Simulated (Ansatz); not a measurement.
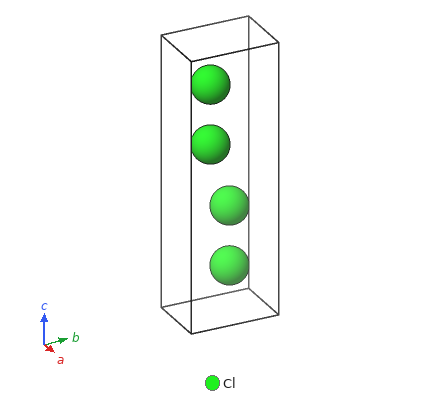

The structure; the drawing may span several cells.

Structure (in its standard cell), coordinates from a relaxation with DFT r2SCAN, scalar-relativistic, plane waves, PAW (Ansatz); the starting structure was generated, so it need not be a known form of this composition:

```
Cl
1.0
     3.97726    0.00000    0.00000
    -1.98863    3.44441    0.00000
     0.00000    0.00000    9.09720
Cl
4
Cartesian
  0.0000 2.2963 3.2744
  1.9886 1.1481 7.8230
  1.9886 1.1481 5.8228
  0.0000 2.2963 1.2742
```

Q: What does the kinematic electron diffraction pattern along [310] look like at 300 kV (B = 0.5 Å²)?

A: The spots form a rectangular net whose two shortest vectors correspond to d = 9.10 Å and 1.30 Å, 90.0° apart. They are 0 0 1 (itself extinct) and 1 -3 0. The pattern has symmetry 2mm. A screw axis and a glide plane both extinguish reflections such as 0 0 1, 0 0 3, 0 0 5.

Strongest reflections with d > 0.80 Å, one of each family (|F|² from tabulated Gaussian fits of the electron scattering factors, times a small damping for the curvature of the Ewald sphere):

```tsv
hkl	d (Å)	I (strongest = 100)
0 0 4	2.274	100
0 0 6	1.516	13
1 -3 1	1.289	12
0 0 2	4.549	9
0 0 8	1.137	9
1 -3 5	1.059	9
```

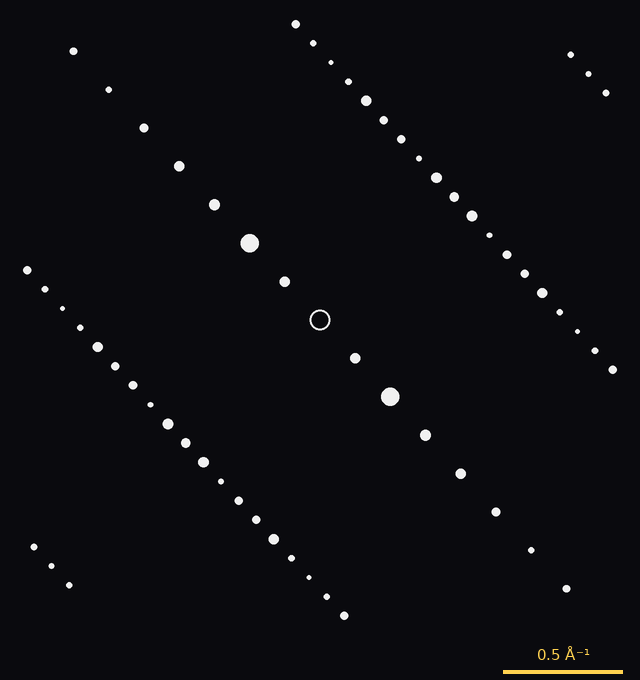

Calculated pattern, seen from the source side with [310] pointing towards the source.
